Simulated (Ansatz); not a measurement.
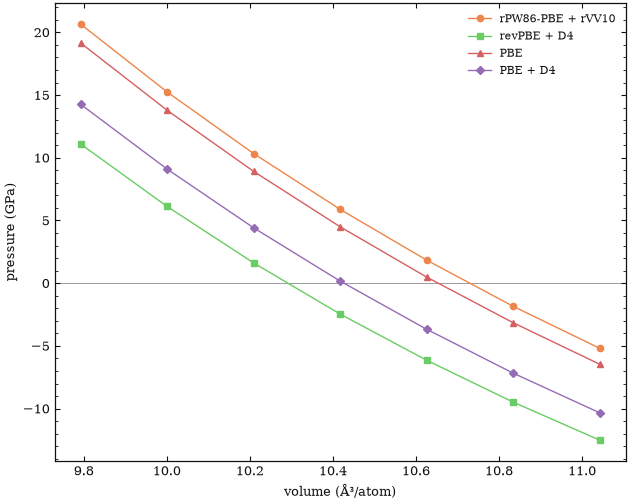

How it was computed, with Ansatz 0.2.0: plane-wave DFT, no spin polarisation; energies at scaled volumes of the given cell, shape and fractions fixed, counted from the fit's minimum, third-order Birch-Murnaghan fit. All runs: no spin polarisation.

| setting | value |
| --- | --- |
| k mesh | 10×10×10 |
| occupations | Fermi–Dirac |
| smearing width | 0.05 eV |

Caption: Pressure against volume, with one curve for each functional, for AlN (space group F-43m).

Settings that differ: rPW86-PBE + rVV10: density cutoff 2100 eV, wave cutoff 420 eV, potentials Ansatz PAW; revPBE + D4: density cutoff 1680 eV, wave cutoff 420 eV, potentials Ansatz PAW; PBE: density cutoff 4570 eV, wave cutoff 1140 eV, potentials PseudoDojo standard; PBE + D4: density cutoff 1680 eV, wave cutoff 420 eV, potentials Ansatz PAW.

The fitted equilibrium volumes, smallest first, are revPBE + D4 10.290, PBE + D4 10.427, PBE 10.652, rPW86-PBE + rVV10 10.727 Å³/atom. The fitted bulk moduli, smallest first, are rPW86-PBE + rVV10 190.3, PBE 192.9, PBE + D4 201.4, revPBE + D4 203.4 GPa. For rPW86-PBE + rVV10, the pressure falls from 20.66 GPa at volume 9.79 Å³/atom to −5.19 GPa at 11.04 Å³/atom, and changes sign near 10.73 Å³/atom. For revPBE + D4, the pressure falls from 11.10 GPa at volume 9.79 Å³/atom to −12.51 GPa at 11.04 Å³/atom, and changes sign near 10.29 Å³/atom. For PBE, the pressure falls from 19.16 GPa at volume 9.79 Å³/atom to −6.46 GPa at 11.04 Å³/atom, and changes sign near 10.65 Å³/atom.

Note: the functional was run on potentials made for another functional (rPW86-PBE + rVV10, revPBE + D4).
